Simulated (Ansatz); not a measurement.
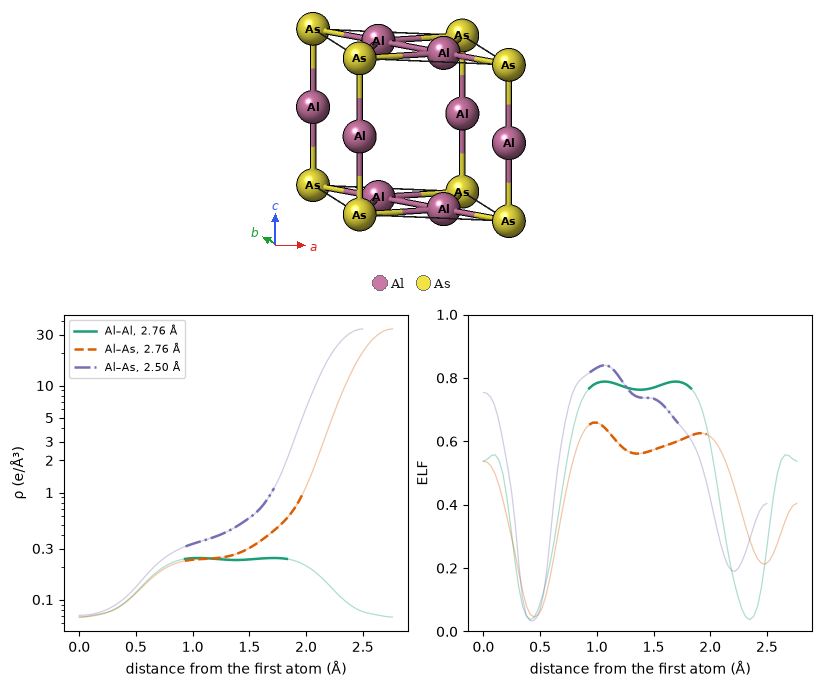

Figure. Al3As. Valence pseudo-density and electron localisation function along straight lines between neighbouring atoms. Thin, pale parts lie inside the atomic spheres. The structure is drawn too.

Space group P6/mmm; a structure generated by program, which may or may not match a known phase.

The calculation used Ansatz 0.2.0, DFT PBE, scalar-relativistic, plane waves, PAW.

The density is the valence pseudo-density of a PAW calculation; it isn't the true density close to the nuclei.

**Compare the contacts.**

Al–Al (2.76 Å): ρ is about 0.23 e/Å³ halfway; the ELF peaks at about 0.80 between the atoms.
Al–As (2.76 Å): ρ is about 0.27 e/Å³ halfway; the ELF peaks at about 0.65 in the valence shell of As, 1.8 Å from its nucleus, and is about 0.55 at the midpoint.
Al–As (2.50 Å): ρ is about 0.41 e/Å³ halfway; the ELF peaks at about 0.85 between the atoms.
